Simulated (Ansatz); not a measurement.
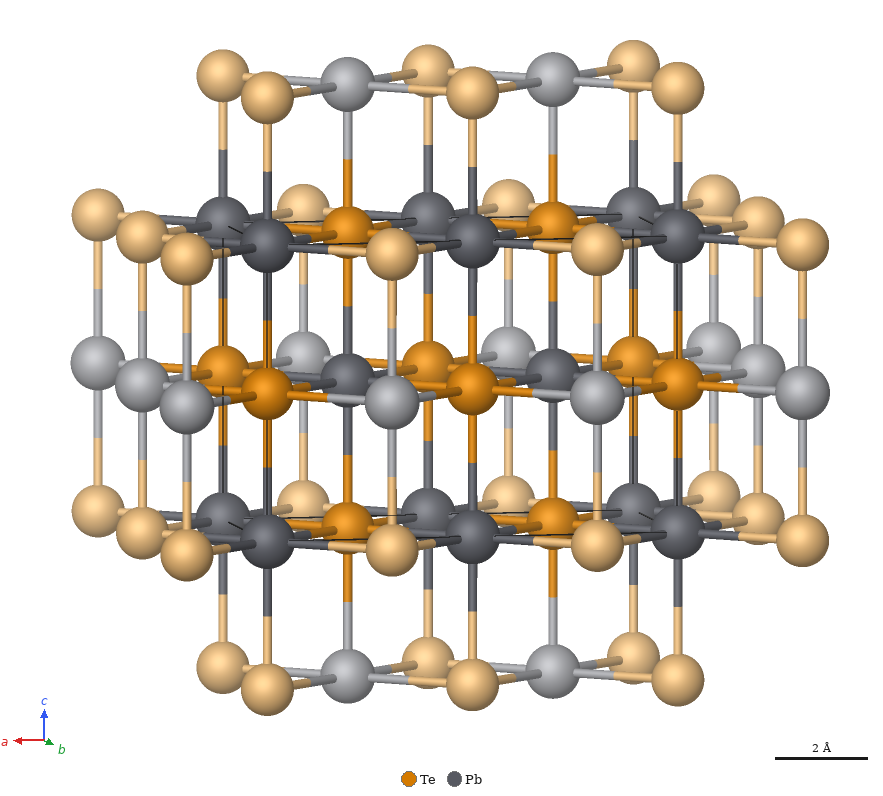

The image is a ball-and-stick drawing of a crystal, viewed from a general direction. The unit cell is drawn as a box. The first bonded neighbours in the surrounding cells are also shown, in fainter colours. Cell: a = 9.172 Å, b = 4.586 Å, c = 6.499 Å, α = 90.00°, β = 90.00°, γ = 90.00°.

Explain the picture.

- It has the composition TePb.
- Within 0.01 Å the space group is Fm-3m (No. 225), face-centred cubic: rock salt (NaCl type).
- Cell content 4 Te, 4 Pb; Z = 4.
- Te bonds to six Pb in an octahedral arrangement at about 3.2 Å. Each Pb atom is coordinated by six Te in an octahedral arrangement at about 3.2 Å.
- The bonds build a three-dimensional framework.

The cell started as a structure listed in the Materials Project. Earlier steps of the study, as a rule a relaxation of our own, may have changed the cell and positions, so they can lie some per cent off the listed ones. It was run through Ansatz as a DFT input.
